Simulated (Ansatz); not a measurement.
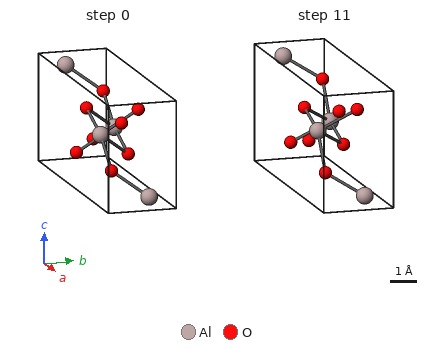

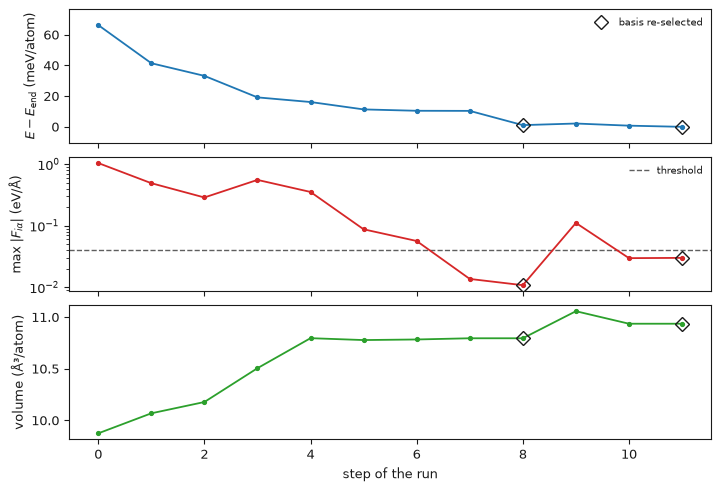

First and last geometry of a relaxation of solid AlO₂ (built on the database_62 type) (coarse preliminary run), with the history of the run. A ball-and-stick model of the cell of the calculation, seen slightly off an axis.

Case: structure reported for this formula (Pnma, No. 62).

Method: DFT PBE, scalar-relativistic, plane waves, PAW in Ansatz 0.2.0.

Input file:
```yaml
crystal:
  lattice:
    - [9.44, 0.0, 0.0]
    - [0.0, 2.84, 0.0]
    - [0.0, 0.0, 4.42]
  atoms:
    - { symbol: Al, position: [0.146, 0.25, 0.952] }
    - { symbol: Al, position: [0.854, 0.75, 0.048] }
    - { symbol: Al, position: [0.354, 0.75, 0.452] }
    - { symbol: Al, position: [0.646, 0.25, 0.548] }
    - { symbol: O, position: [0.801, 0.25, 0.287], spin: 0.29 }
    - { symbol: O, position: [0.199, 0.75, 0.713], spin: 0.29 }
    - { symbol: O, position: [0.699, 0.75, 0.787], spin: 0.29 }
    - { symbol: O, position: [0.301, 0.25, 0.213], spin: 0.29 }
    - { symbol: O, position: [0.944, 0.25, 0.802], spin: 0.7 }
    - { symbol: O, position: [0.056, 0.75, 0.198], spin: 0.7 }
    - { symbol: O, position: [0.556, 0.75, 0.302], spin: 0.7 }
    - { symbol: O, position: [0.444, 0.25, 0.698], spin: 0.7 }
basis:
  ecutwfc: 420
kpoints:
  mp_grid: { grid: [2, 6, 4] }
hamiltonian:
  xc: pbe
scf:
  occupations: { method: gaussian, width: 0.1 }
  lower_state_search: "off"
output:
  forces: true
  stress: true
  eigenvalues: true
  populations: true
magnetization:
  spin_polarized: true
relax:
  adjacent_minimum: "off"
  f_tol: 0.04
  max_steps: 70
  cell: { stress_tol: 0.4 }
```

Command:
```bash
ansatz run input.yaml --threads 1 --pin off --max-ram 2560MiB --backend cpu --events-out ev --progress --plain --runs-dir out
```

Question: Did the run converge, and what did it change?

Answer: It converged. The largest moves relative to the cell, 0.38 Å, are those of O5, O6, O7 and O8. O6 goes along [1 0 2]. By element the largest moves are O 0.38 Å, Al 0.16 Å. Cell: a 9.440 → 9.360 Å (−0.8 %), b 2.840 → 2.916 Å (+2.7 %), c 4.420 → 4.809 Å (+8.8 %). Volume +10.8 %. Among the contacts that change: Al1–O10 1.980 → 2.134 Å, Al1–O9 2.019 → 1.894 Å, Al1–O8 1.863 → 1.809 Å, Al1–O6 1.839 → 1.824 Å. Bond angles that change, for instance: O6–Al3–O11 160.9° → 140.7°, Al1–O10–Al2 103.0° → 115.3°, O11–Al3–O12 77.0° → 64.7°. The space group stays Pnma (No. 62). The energy falls by 66.3 meV per atom in 9 accepted moves (11 points after the start). The largest force component goes from 1 to 0.03 eV/Å. Pressure: −0.06 GPa at the start and 0.24 GPa at the end. The SCF was repeated twice at an unchanged geometry on a basis and grid sized afresh for the cell, which shifted the energy by 9.3 meV per atom at most.

```json
{"step": "0", "E − E(0), meV/atom": "0.00", "largest force component, eV/Å": "1.0479", "pressure, GPa": "-0.06", "volume, Å³/atom": "9.875", "note": ""}
{"step": "1", "E − E(0), meV/atom": "-24.88", "largest force component, eV/Å": "0.4929", "pressure, GPa": "-0.80", "volume, Å³/atom": "10.069", "note": ""}
{"step": "2", "E − E(0), meV/atom": "-33.12", "largest force component, eV/Å": "0.2888", "pressure, GPa": "-0.38", "volume, Å³/atom": "10.178", "note": ""}
{"step": "3", "E − E(0), meV/atom": "-47.14", "largest force component, eV/Å": "0.5575", "pressure, GPa": "-0.20", "volume, Å³/atom": "10.506", "note": ""}
{"step": "4", "E − E(0), meV/atom": "-50.17", "largest force component, eV/Å": "0.3550", "pressure, GPa": "0.20", "volume, Å³/atom": "10.797", "note": ""}
{"step": "5", "E − E(0), meV/atom": "-54.98", "largest force component, eV/Å": "0.0878", "pressure, GPa": "0.00", "volume, Å³/atom": "10.778", "note": ""}
{"step": "6", "E − E(0), meV/atom": "-55.87", "largest force component, eV/Å": "0.0567", "pressure, GPa": "0.28", "volume, Å³/atom": "10.784", "note": ""}
{"step": "7", "E − E(0), meV/atom": "-55.94", "largest force component, eV/Å": "0.0137", "pressure, GPa": "-0.14", "volume, Å³/atom": "10.796", "note": ""}
{"step": "8", "E − E(0), meV/atom": "-65.23", "largest force component, eV/Å": "0.0108", "pressure, GPa": "1.15", "volume, Å³/atom": "10.796", "note": "same geometry, new basis"}
{"step": "9", "E − E(0), meV/atom": "-64.18", "largest force component, eV/Å": "0.1114", "pressure, GPa": "-1.35", "volume, Å³/atom": "11.058", "note": ""}
{"step": "10", "E − E(0), meV/atom": "-65.57", "largest force component, eV/Å": "0.0298", "pressure, GPa": "0.12", "volume, Å³/atom": "10.937", "note": ""}
{"step": "11", "E − E(0), meV/atom": "-66.34", "largest force component, eV/Å": "0.0301", "pressure, GPa": "0.24", "volume, Å³/atom": "10.937", "note": "same geometry, new basis"}
```
